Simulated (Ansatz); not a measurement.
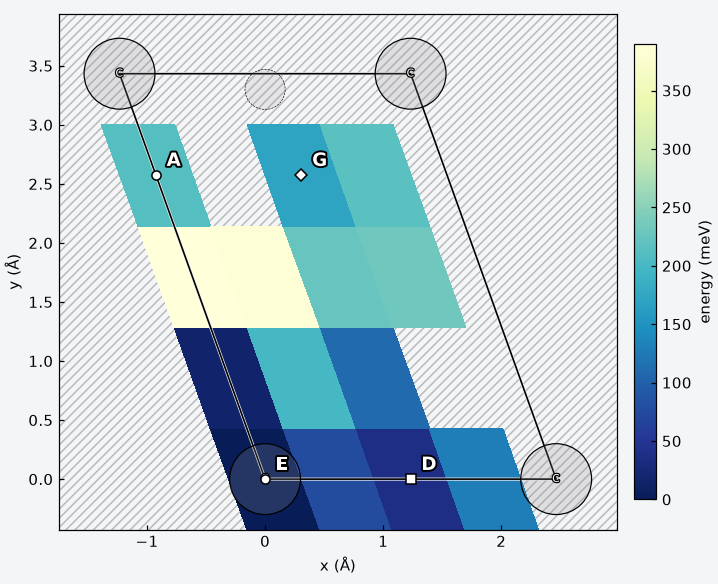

O on a C(101) slab cut from the R-3m phase, its upper half relaxed before the scan (12 atoms of substrate and one adsorbate in a 2 × 1 cell). O is moved over the surface cell at a fixed height above a rigid substrate; the origin of the map has the adsorbate above C11; the height is held at 2.50 Å. Places are given modulo a cell vector. The map is drawn in real space over the plane of the surface. The grid has 4 × 4 points. At 2 points there is no value. Places are given in fractions of the 1 × 1 surface cell. Energies: meV, counted from the lowest grid point. Energies and slopes of some neighbouring points disagree (a jump in structure or state, or too coarse a mesh). The magnetic moment jumps between some neighbouring points. At a fixed height the lowest place need not be the adsorption site. Theory: DFT PBE+D3(BJ), scalar-relativistic, plane waves, PAW (Ansatz 0.2.0). Settings: cutoff 420 eV, k-mesh 6×8×1, gaussian smearing 0.05 eV, spin-polarised.

Drawn: one coloured cell a grid point, labelled circles for the atoms of the top layer and small ones for the second layer, the outline of one cell of the plane, hatched blanks where no value was computed, lettered points.

> Rank the lettered points by energy, lowest first.

E (0 meV), D (37 meV), G (171 meV), A (211 meV).

PAW datasets: the set soft_1.
